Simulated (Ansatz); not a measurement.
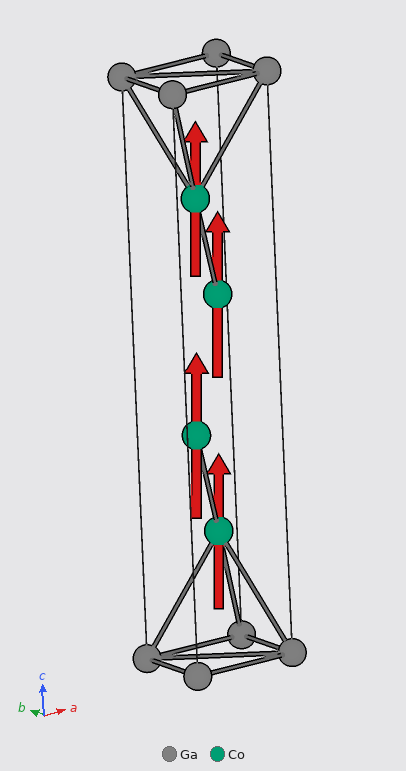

Drawn in the ball-and-stick manner and seen slightly off an axis. Lines trace the edges of the cell (the run's own, in a reduced setting). Arrows are the site magnetic moments above 0.25 μB; longer means larger, and red and blue are up and down (without spin-orbit coupling the axis itself is arbitrary).

This is the state reached for GaCo$_{4}$. The calculation used Ansatz 0.2.0, DFT PBE, scalar-relativistic, plane waves, PAW, with cutoff 420 eV, k-points about 0.16 Å⁻¹ apart, Gaussian smearing of 0.1 eV, collinear spins.

### What is the magnetic arrangement?

Ferromagnetic (within this cell). Site moments: 4 Co +1.5 to +1.8 μB. The net spin moment of the whole cell is 6.3 μB, including what lies between the atoms and on sites without an arrow.

The starting point was a structure listed in the Materials Project. Earlier steps of the study may have refined or changed the cell and positions. It went into a calculation with Ansatz.
